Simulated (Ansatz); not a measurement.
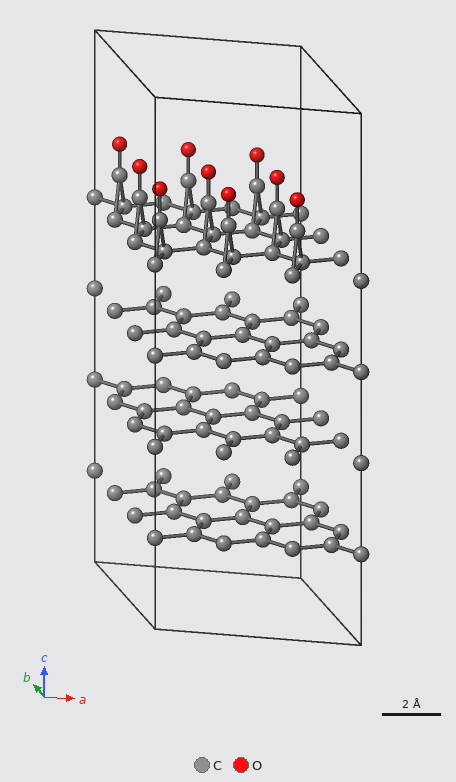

Fig. 1: The starting structure (ball-and-stick view of the 3 × 3 repeat of the cell, with the vacuum cut short, seen slightly off an axis). An atom can appear more than once, as a periodic image.

**Geometry relaxation, with input and output: C$_{9}$O (part 1 of 3)**

System: C$_{9}$O (slab, 10 atoms in the cell).
Method: DFT PBE+D3(BJ), scalar-relativistic, plane waves, PAW, no spin polarisation (Ansatz 0.2.0).

The structure derives from an entry of the Crystallography Open Database. The input holds or restrains some coordinates. Forces given for the steps count only the free coordinates. It belongs to a series of runs on one base structure; here: CO put at a bridge C-C site.

**Input**
```yaml
crystal:
  lattice:
    - [2.4649796696, 0.0, 0.0]
    - [-1.2324898348, 2.1347350137, 0.0]
    - [0.0, 0.0, 30.2576501055]
  atoms:
    - { symbol: C, position: [0.0, 0.0, 0.2809206996] }
    - { symbol: C, position: [0.6666666667, 0.3333333333, 0.2809206918] }
    - { symbol: C, position: [0.0, 0.0, 0.3922716013] }
    - { symbol: C, position: [0.3333333333, 0.6666666667, 0.3922715935] }
    - { symbol: C, position: [0.0, 0.0, 0.503622503] }
    - { symbol: C, position: [0.6666666667, 0.3333333333, 0.5036224952] }
    - { symbol: C, position: [0.0, 0.0, 0.6149734048] }
    - { symbol: C, position: [0.3333333333, 0.6666666667, 0.614973397] }
    - { symbol: C, position: [0.1666666667, 0.3333333333, 0.6612426952] }
    - { symbol: O, position: [0.1666666667, 0.3333333333, 0.6992496123] }
basis:
  ecutwfc: 420
kpoints:
  mp_grid: { grid: [12, 12, 1] }
hamiltonian:
  xc: pbe
  dispersion: d3bj
scf:
  occupations: { method: gaussian, width: 0.1 }
output:
  forces: true
  eigenvalues: true
  write_density: true
  write_potential: true
  elf: true
  volumetric_format: npy
relax:
  adjacent_minimum: "off"
  f_tol: 0.03
  max_steps: 70
  constraints: [{ sites: [0, 1, 2, 3] }]
efield:
  axis: 3
  dipole_correction: true
  ramp_width: 0.04
```

Machine: 2 threads of AMD EPYC (Zen 3), 32 GiB of memory available, shared host.

Run as:
```bash
ansatz run input.yaml --threads 2 --pin off --max-ram 5120MiB --backend cpu --events-out ev --progress --plain --runs-dir out
```

**What the program printed**
```
Engine: ansatz 0.2.0, x86_64-unknown-linux-gnu
Pseudopotentials: kind: paw
Pseudopotential: C, paw, valence charge 4, recommended cutoff 420 eV (normal), C.paw.azcp
Pseudopotential: O, paw, valence charge 6, recommended cutoff 420 eV (normal), O.paw.azcp
Functional definition: PBE
  parameter kappa = 0.804
  parameter beta = 0.06672455060314922
  exchange = pbe_x(kappa = kappa, mu = beta*pi^2/3)
  correlation = pbe_c(beta = beta)
Crystal: 10 atoms, lattice volume = 159.218 Å³
Basis set: ecut = 420 eV, 2999 PW (Γ), exchange–correlation on 36×36×432 points (8 copies of the dense FFT grid, shifted against one another)
Bands: 31, of which v1, the nominal top of the filled ones, is band 21 counted from 1 (20 counted from 0)
Symmetry: 2 space group operations
Space group: Cm (ITA 8), of the structure as read, at distance tolerance 5.4e-5 Å
k-points: 43 of 144 (time reversal used)
Non-local potential: C, projectors of the file, l = 0: 2, l = 1: 2, l = 2: 1
Non-local potential: O, projectors of the file, l = 0: 2, l = 1: 2, l = 2: 1
PAW form: soft (Blöchl's): semilocal exchange-correlation on the pseudo side does not see the compensation charge
PAW one-centre angular grid: C, 110 points (default); XC on 64 Gauss nodes
PAW one-centre angular grid: O, 110 points (default); XC on 64 Gauss nodes
Initial density: superposition of atomic densities (neutral atoms: chi_scale 0, normalization atom), corrected by the library's trained network
Initial wavefunctions: pseudopotential atomic-orbital guess
Functional: x = pbe(κ = 0.804, μ = 0.2195149727645171), c = pbe(β = 0.06672455060314922)
SCF iter   1: F=—  HF=-2821.045553 eV  |F-HF|=—  |Δ(HF+E_count)|=         —  Δρ=1.02e-2  dr2=6.11e-1  ethr=1.77e-3  p=-0.104 e·Å  D=-1.19e-1 V/Å  ΔV_dip=3.59 eV  dr2_dipole=3.81e-1  V_vac-E_F(+/−)=7.09/3.50 eV  ⟨swp⟩=9.2  Hψ=8384  notcnv=0  defer=54
efield: sawtooth ramp at fractional position 0.9701 (placed from the atoms, in the widest stretch of the axis that holds none; the zero of the levels goes with the place), width 0.0400; the density the first Hamiltonian is built on has a dipole p = -0.104 e·Å; the dipole correction subtracts the counter field D = -1.19e-1 V/Å, which shifts the + side's vacuum level by +3.59 eV against the − side's; the planar-averaged density in the ramp window peaks in size at 3.8e-5 e/Å³
preconditioner: auto → LDOS  [metal: Δε(μ)=0.006 eV  Ē_g=15.699 eV  σ=0.100 eV  W_gap=0.03  n_scr=20 (ndim 8)  ℏωp=19.1 eV  f_vac=0.482  D(μ)=1.72/eV (n_scr^D=12)  β→1.0]
SCF iter   2: F=—  HF=-2821.001115 eV  |F-HF|=—  |Δ(HF+E_count)|=   4.44e-2  Δρ=3.30e-3  dr2=2.13e-1  ethr=1.46e-3  p=-0.063 e·Å  D=-7.18e-2 V/Å  ΔV_dip=2.17 eV  dr2_dipole=1.34e-1  V_vac-E_F(+/−)=5.81/3.63 eV  ⟨swp⟩=2.6  Hψ=1936  notcnv=0  defer=140
SCF iter   3: F=—  HF=-2824.068153 eV  |F-HF|=—  |Δ(HF+E_count)|=    3.07e0  Δρ=5.62e-2  dr2=2.32e2  ethr=5.07e-4  p=0.121 e·Å  D=1.37e-1 V/Å  ΔV_dip=-4.16 eV  dr2_dipole=1.59e2  V_vac-E_F(+/−)=4.37/8.53 eV  ⟨swp⟩=5.4  Hψ=4025  notcnv=0  defer=158  recentre
SCF iter   4: F=—  HF=-2820.994016 eV  |F-HF|=—  |Δ(HF+E_count)|=    3.07e0  Δρ=2.15e-3  dr2=1.92e-1  ethr=5.07e-4  p=-0.060 e·Å  D=-6.82e-2 V/Å  ΔV_dip=2.06 eV  dr2_dipole=1.26e-1  V_vac-E_F(+/−)=5.87/3.81 eV  ⟨swp⟩=3.8  Hψ=2714  notcnv=0  defer=142
SCF iter   5: F=—  HF=-2820.988089 eV  |F-HF|=—  |Δ(HF+E_count)|=   5.93e-3  Δρ=1.23e-3  dr2=4.41e-2  ethr=4.58e-4  p=-0.057 e·Å  D=-6.43e-2 V/Å  ΔV_dip=1.95 eV  dr2_dipole=2.71e-2  V_vac-E_F(+/−)=5.76/3.82 eV  ⟨swp⟩=1.8  Hψ=1776  notcnv=0  defer=149
SCF iter   6: F=—  HF=-2820.983292 eV  |F-HF|=—  |Δ(HF+E_count)|=   4.80e-3  Δρ=7.47e-4  dr2=3.08e-2  ethr=1.05e-4  p=-0.050 e·Å  D=-5.64e-2 V/Å  ΔV_dip=1.71 eV  dr2_dipole=2.11e-2  V_vac-E_F(+/−)=5.76/4.06 eV  ⟨swp⟩=1.8  Hψ=1616  notcnv=0  defer=145
SCF iter   7: F=—  HF=-2820.982059 eV  |F-HF|=—  |Δ(HF+E_count)|=   1.23e-3  Δρ=5.77e-4  dr2=2.18e-2  ethr=7.34e-5  p=-0.048 e·Å  D=-5.43e-2 V/Å  ΔV_dip=1.64 eV  dr2_dipole=1.54e-2  V_vac-E_F(+/−)=5.75/4.11 eV  ⟨swp⟩=1.1  Hψ=1313  notcnv=0  defer=146
SCF iter   8: F=—  HF=-2820.981498 eV  |F-HF|=—  |Δ(HF+E_count)|=   5.62e-4  Δρ=4.97e-4  dr2=1.66e-2  ethr=5.19e-5  p=-0.046 e·Å  D=-5.23e-2 V/Å  ΔV_dip=1.58 eV  dr2_dipole=1.12e-2  V_vac-E_F(+/−)=5.75/4.17 eV  ⟨swp⟩=1.0  Hψ=1179  notcnv=0  defer=146
SCF iter   9: F=—  HF=-2820.981003 eV  |F-HF|=—  |Δ(HF+E_count)|=   4.95e-4  Δρ=3.77e-4  dr2=8.58e-3  ethr=3.95e-5  p=-0.045 e·Å  D=-5.10e-2 V/Å  ΔV_dip=1.54 eV  dr2_dipole=5.79e-3  V_vac-E_F(+/−)=5.75/4.21 eV  ⟨swp⟩=1.0  Hψ=1211  notcnv=0  defer=145
SCF iter  10: F=—  HF=-2820.980744 eV  |F-HF|=—  |Δ(HF+E_count)|=   2.59e-4  Δρ=2.51e-4  dr2=3.99e-3  ethr=2.04e-5  p=-0.044 e·Å  D=-5.01e-2 V/Å  ΔV_dip=1.52 eV  dr2_dipole=2.70e-3  V_vac-E_F(+/−)=5.75/4.23 eV  ⟨swp⟩=1.1  Hψ=1202  notcnv=0  defer=147
SCF iter  11: F=—  HF=-2820.980602 eV  |F-HF|=—  |Δ(HF+E_count)|=   1.42e-4  Δρ=2.04e-4  dr2=8.95e-4  ethr=9.50e-6  p=-0.042 e·Å  D=-4.81e-2 V/Å  ΔV_dip=1.46 eV  dr2_dipole=5.79e-4  V_vac-E_F(+/−)=5.74/4.28 eV  ⟨swp⟩=1.3  Hψ=1215  notcnv=0  defer=147
SCF iter  12: F=—  HF=-2820.980582 eV  |F-HF|=—  |Δ(HF+E_count)|=   1.98e-5  Δρ=8.86e-5  dr2=4.40e-4  ethr=2.13e-6  p=-0.043 e·Å  D=-4.91e-2 V/Å  ΔV_dip=1.49 eV  dr2_dipole=3.05e-4  V_vac-E_F(+/−)=5.74/4.26 eV  ⟨swp⟩=1.7  Hψ=1647  notcnv=0  defer=145
SCF iter  13: F=—  HF=-2820.980568 eV  |F-HF|=—  |Δ(HF+E_count)|=   1.37e-5  Δρ=3.24e-5  dr2=5.36e-5  ethr=1.05e-6  p=-0.043 e·Å  D=-4.88e-2 V/Å  ΔV_dip=1.48 eV  dr2_dipole=3.70e-5  V_vac-E_F(+/−)=5.74/4.26 eV  ⟨swp⟩=1.3  Hψ=1227  notcnv=0  defer=145
SCF iter  14: F=-2820.980562 eV  HF=-2820.980566 eV  |F-HF|=3.65e-6  |Δ(HF+E_count)|=   2.41e-6  Δρ=1.26e-5  dr2=2.33e-6  ethr=5.36e-8  p=-0.043 e·Å  D=-4.87e-2 V/Å  ΔV_dip=1.47 eV  dr2_dipole=1.69e-6  V_vac-E_F(+/−)=5.74/4.27 eV  ⟨swp⟩=25.6  Hψ=13820  notcnv=0
the search or the solves at the SCF's close seem to have found levels that the self-consistency loop had missed (the run counts 1). By its estimate they hold under 1e-12 electrons; where the run keeps them, the occupations were computed again with them
SCF 1 converged in 14 iterations: F = -2820.980562 eV  dr2 = 2.33e-6
  greatest PAW one-centre occupation: 0.895 electrons in one spin orbital (limit 2), on the O atom at site 9 (counted from 0), in its partial waves of l = 0
relax step   1: F+E_penalty+E_count = -2820.98056197 eV  Δ(F+E_penalty+E_count) = +0.000e0 eV  max|allowed force component| = 3.972e0 eV/Å  Δτ_max = 0.0000 Å  (14 SCF iters, dr2 threshold 2.25e-5 eV, accepted)
Initial density: handed on by an earlier stage of this run
Initial wavefunctions: those handed on with the density
iter 1 solved again at ethr=2.48e-3 eV; its pass at ethr=3.10e-3 eV (dr2=1.04e0 eV) is discarded
SCF iter   1: F=—  HF=-2821.340260 eV  |F-HF|=—  |Δ(HF+E_count)|=         —  Δρ=2.88e-2  dr2=1.05e0  ethr=2.48e-3  p=-0.043 e·Å  D=-4.87e-2 V/Å  ΔV_dip=1.47 eV  dr2_dipole=3.01e-2  V_vac-E_F(+/−)=5.80/4.33 eV  ⟨swp⟩=1.0  Hψ=6993  notcnv=0  defer=100
efield: sawtooth ramp at fractional position 0.9701 (handed on by an earlier solve), width 0.0400; the density the first Hamiltonian is built on has a dipole p = -0.043 e·Å; the dipole correction subtracts the counter field D = -4.87e-2 V/Å, which shifts the + side's vacuum level by +1.47 eV against the − side's; the planar-averaged density in the ramp window peaks in size at 2.1e-6 e/Å³
preconditioner: auto → LDOS  [metal: Δε(μ)=0.051 eV  Ē_g=15.626 eV  σ=0.100 eV  W_gap=0.27  n_scr=20 (ndim 8)  ℏωp=19.1 eV  f_vac=0.487  D(μ)=1.38/eV (n_scr^D=12)  β→1.0]
SCF iter   2: F=—  HF=-2821.538884 eV  |F-HF|=—  |Δ(HF+E_count)|=   1.99e-1  Δρ=1.77e-2  dr2=1.77e0  ethr=2.48e-3  p=-0.050 e·Å  D=-5.68e-2 V/Å  ΔV_dip=1.72 eV  dr2_dipole=1.23e-3  V_vac-E_F(+/−)=5.97/4.25 eV  ⟨swp⟩=4.2  Hψ=3063  notcnv=0  defer=109
SCF iter   3: F=—  HF=-2821.060094 eV  |F-HF|=—  |Δ(HF+E_count)|=   4.79e-1  Δρ=2.72e-3  dr2=2.62e-2  ethr=2.48e-3  p=-0.049 e·Å  D=-5.62e-2 V/Å  ΔV_dip=1.70 eV  dr2_dipole=2.87e-3  V_vac-E_F(+/−)=5.95/4.25 eV  ⟨swp⟩=3.3  Hψ=2607  notcnv=0  defer=178
SCF iter   4: F=—  HF=-2821.057891 eV  |F-HF|=—  |Δ(HF+E_count)|=   2.20e-3  Δρ=1.18e-3  dr2=5.05e-3  ethr=6.23e-5  p=-0.049 e·Å  D=-5.56e-2 V/Å  ΔV_dip=1.68 eV  dr2_dipole=1.68e-3  V_vac-E_F(+/−)=5.96/4.28 eV  ⟨swp⟩=2.1  Hψ=2075  notcnv=0  defer=184
SCF iter   5: F=—  HF=-2821.057444 eV  |F-HF|=—  |Δ(HF+E_count)|=   4.46e-4  Δρ=4.52e-4  dr2=9.45e-4  ethr=1.20e-5  p=-0.050 e·Å  D=-5.64e-2 V/Å  ΔV_dip=1.71 eV  dr2_dipole=2.09e-4  V_vac-E_F(+/−)=5.97/4.26 eV  ⟨swp⟩=2.0  Hψ=1793  notcnv=0  defer=183
SCF iter   6: F=—  HF=-2821.057440 eV  |F-HF|=—  |Δ(HF+E_count)|=   4.32e-6  Δρ=2.01e-4  dr2=2.24e-4  ethr=2.25e-6  p=-0.050 e·Å  D=-5.67e-2 V/Å  ΔV_dip=1.71 eV  dr2_dipole=7.41e-5  V_vac-E_F(+/−)=5.98/4.26 eV  ⟨swp⟩=2.0  Hψ=1867  notcnv=0  defer=179
SCF iter   7: F=-2821.057415 eV  HF=-2821.057443 eV  |F-HF|=2.81e-5  |Δ(HF+E_count)|=   3.25e-6  Δρ=7.35e-5  dr2=3.27e-5  ethr=2.38e-7  p=-0.050 e·Å  D=-5.70e-2 V/Å  ΔV_dip=1.72 eV  dr2_dipole=1.01e-5  V_vac-E_F(+/−)=5.98/4.26 eV  ⟨swp⟩=24.4  Hψ=15529  notcnv=0
SCF 2 converged in 7 iterations: F = -2821.057415 eV  dr2 = 3.27e-5
  greatest PAW one-centre occupation: 0.893 electrons in one spin orbital (limit 2), on the O atom at site 9 (counted from 0), in its partial waves of l = 0
relax step   2: F+E_penalty+E_count = -2821.05741509 eV  Δ(F+E_penalty+E_count) = -7.685e-2 eV  max|allowed force component| = 6.931e-1 eV/Å  Δτ_max = 0.1944 Å  (7 SCF iters, dr2 threshold 1.00e-4 eV, accepted)
[... from here on the SCF iterations and repeated set-up lines of each step are left out, up to the last step ...]
SCF 3 converged in 7 iterations: F = -2821.064297 eV  dr2 = 6.26e-6
relax step   3: F+E_penalty+E_count = -2821.06429653 eV  Δ(F+E_penalty+E_count) = -6.881e-3 eV  max|allowed force component| = 2.940e-1 eV/Å  Δτ_max = 0.1950 Å  (7 SCF iters, dr2 threshold 3.00e-5 eV, accepted)
SCF 4 converged in 8 iterations: F = -2821.064731 eV  dr2 = 2.06e-7
relax step   4: F+E_penalty+E_count = -2821.06473141 eV  Δ(F+E_penalty+E_count) = -4.349e-4 eV  max|allowed force component| = 4.740e-1 eV/Å  Δτ_max = 0.0479 Å  (8 SCF iters, dr2 threshold 5.40e-6 eV, accepted)
SCF 5 converged in 6 iterations: F = -2821.068093 eV  dr2 = 2.56e-5
relax step   5: F+E_penalty+E_count = -2821.06809319 eV  Δ(F+E_penalty+E_count) = -3.362e-3 eV  max|allowed force component| = 9.161e-2 eV/Å  Δτ_max = 0.0292 Å  (6 SCF iters, dr2 threshold 4.04e-5 eV, accepted)
SCF 6 converged in 12 iterations: F = -2821.070577 eV  dr2 = 1.82e-10
relax step   6: F+E_penalty+E_count = -2821.07057694 eV  Δ(F+E_penalty+E_count) = -2.484e-3 eV  max|allowed force component| = 1.320e-1 eV/Å  Δτ_max = 0.0624 Å  (12 SCF iters, accepted)
SCF 7 converged in 9 iterations: F = -2821.070942 eV  dr2 = 5.30e-9
relax step   7: F+E_penalty+E_count = -2821.07094227 eV  Δ(F+E_penalty+E_count) = -3.653e-4 eV  max|allowed force component| = 1.188e-1 eV/Å  Δτ_max = 0.0157 Å  (9 SCF iters, dr2 threshold 1.09e-6 eV, accepted)
SCF 8 converged in 8 iterations: F = -2821.072250 eV  dr2 = 6.85e-6
relax step   8: F+E_penalty+E_count = -2821.07224961 eV  Δ(F+E_penalty+E_count) = -1.307e-3 eV  max|allowed force component| = 1.361e-1 eV/Å  Δτ_max = 0.0799 Å  (8 SCF iters, dr2 threshold 1.14e-5 eV, accepted)
SCF 9 converged in 7 iterations: F = -2821.073801 eV  dr2 = 1.16e-5
relax step   9: F+E_penalty+E_count = -2821.07380073 eV  Δ(F+E_penalty+E_count) = -1.551e-3 eV  max|allowed force component| = 1.763e-1 eV/Å  Δτ_max = 0.0823 Å  (7 SCF iters, dr2 threshold 1.50e-5 eV, accepted)
SCF 10 converged in 8 iterations: F = -2821.082004 eV  dr2 = 8.44e-6
relax step  10: F+E_penalty+E_count = -2821.08200414 eV  Δ(F+E_penalty+E_count) = -8.203e-3 eV  max|allowed force component| = 4.128e-1 eV/Å  Δτ_max = 0.1955 Å  (8 SCF iters, dr2 threshold 3.11e-5 eV, accepted)
SCF 11 converged in 8 iterations: F = -2821.113565 eV  dr2 = 3.67e-6
relax step  11: F+E_penalty+E_count = -2821.11356532 eV  Δ(F+E_penalty+E_count) = -3.156e-2 eV  max|allowed force component| = 1.396e0 eV/Å  Δτ_max = 0.1965 Å  (8 SCF iters, dr2 threshold 1.00e-4 eV, accepted)
SCF 12 converged in 12 iterations: F = -2821.251640 eV  dr2 = 2.09e-5
relax step  12: F+E_penalty+E_count = -2821.25164049 eV  Δ(F+E_penalty+E_count) = -1.381e-1 eV  max|allowed force component| = 2.831e0 eV/Å  Δτ_max = 0.1918 Å  (12 SCF iters, dr2 threshold 1.00e-4 eV, accepted)
SCF 13 converged in 10 iterations: F = -2821.609569 eV  dr2 = 4.01e-6
relax step  13: F+E_penalty+E_count = -2821.60956875 eV  Δ(F+E_penalty+E_count) = -3.579e-1 eV  max|allowed force component| = 3.205e0 eV/Å  Δτ_max = 0.1933 Å  (10 SCF iters, dr2 threshold 1.00e-4 eV, accepted)
SCF 14 converged in 7 iterations: F = -2821.987256 eV  dr2 = 2.06e-5
relax step  14: F+E_penalty+E_count = -2821.98725638 eV  Δ(F+E_penalty+E_count) = -3.777e-1 eV  max|allowed force component| = 2.166e0 eV/Å  Δτ_max = 0.1947 Å  (7 SCF iters, dr2 threshold 1.00e-4 eV, accepted)
SCF 15 converged in 7 iterations: F = -2822.222495 eV  dr2 = 6.19e-6
relax step  15: F+E_penalty+E_count = -2822.22249546 eV  Δ(F+E_penalty+E_count) = -2.352e-1 eV  max|allowed force component| = 2.448e0 eV/Å  Δτ_max = 0.1929 Å  (7 SCF iters, dr2 threshold 1.00e-4 eV, accepted)
SCF 16 converged in 7 iterations: F = -2822.550886 eV  dr2 = 1.66e-6
```
